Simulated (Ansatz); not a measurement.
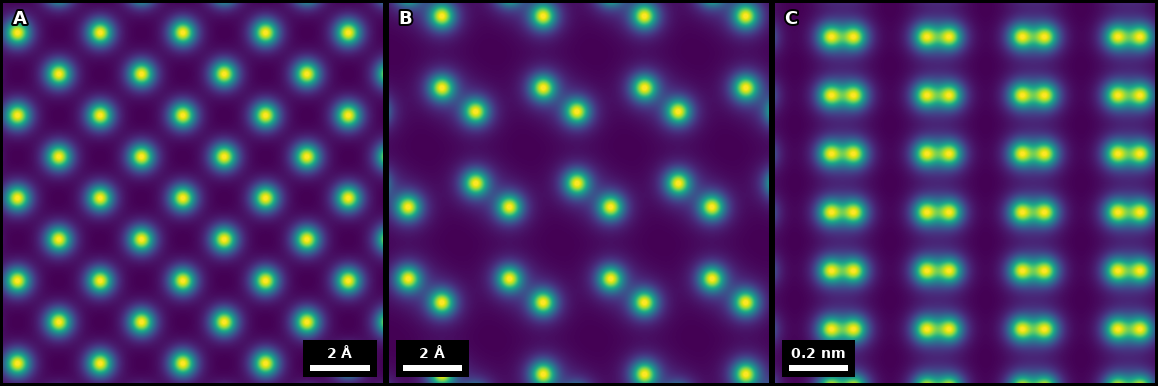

Three views of Ir (Fd-3m, No. 227) along different zone axes. Simulated as the projected potential of neutral atoms (B = 0.5 Å²) blurred by a 0.50 Å probe, the thin-sample limit of integrated differential phase contrast. Model: the geometry relaxed with Ansatz, DFT, BLYP, plane waves (420 eV) with PAW, scalar-relativistic; the starting structure was generated, so it need not be a known form of this composition.

```cif
data_structure
_symmetry_space_group_name_H-M 'Fd-3m:1'
_symmetry_Int_Tables_number 227
_cell_length_a 5.6576
_cell_length_b 5.6576
_cell_length_c 5.6576
_cell_angle_alpha 90.000
_cell_angle_beta 90.000
_cell_angle_gamma 90.000
_cell_volume 181.09
loop_
_atom_site_label
_atom_site_type_symbol
_atom_site_symmetry_multiplicity
_atom_site_Wyckoff_symbol
_atom_site_fract_x
_atom_site_fract_y
_atom_site_fract_z
_atom_site_occupancy
Ir1 Ir 8 b 0.25000 0.25000 0.75000 1
```

**Match the panels to the zone axes [001], [110] and [211].**

A is [001]: projected cell 2.00 × 2.00 Å, 90°, plane group p4mm. B is [110]: projected cell 3.46 × 3.46 Å, 109°, plane group c2mm. C is [211]: projected cell 2.00 × 3.27 Å, 90°, plane group p2mm.
